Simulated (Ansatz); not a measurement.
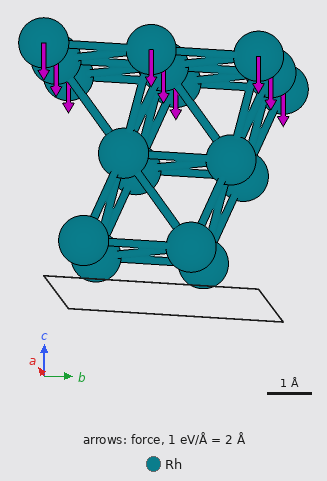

Starting geometry of a slab of composition Rh (cut from the Fm-3m phase) with the computed forces as purple arrows. A ball-and-stick model of the cell of the calculation, outlined in the plane, without the vacuum, seen from a free direction.

Case: clean slab, lower planes held. The slab is the (1 1 1) face of Rh. 4 atoms are held fixed.

All numbers below come from Ansatz 0.2.0, DFT PBE, scalar-relativistic, plane waves, PAW. (plane-wave cutoff 420 eV; k-point mesh 4 × 4 × 1; occupations gaussian; smearing width 0.1 eV; no spin polarisation; dipole correction; atoms relaxed in a fixed cell; force threshold 0.03 eV/Å; at most 70 steps)

### What follows when this structure is relaxed?

It isn't relaxed: the largest force vector, on Rh atoms, is 0.44 eV/Å. The atoms end up moving mostly along the starting forces (cosine between the two patterns 0.90). The energy falls by 0.108 eV per cell of the calculation in 2 accepted moves (3 points after the start). The largest force component goes from 0.44 to 0.013 eV/Å. 1 step only repeated the SCF at the same geometry. The largest moves, 0.12 Å, are those of Rh atoms. The cell stays as it was. Near-neighbour distances that change, for instance: Rh–Rh 2.708 → 2.659 Å. Cost: 34 s on 4 threads of Arm Neoverse V2, with other jobs on the host, peak memory 1.2 GiB.
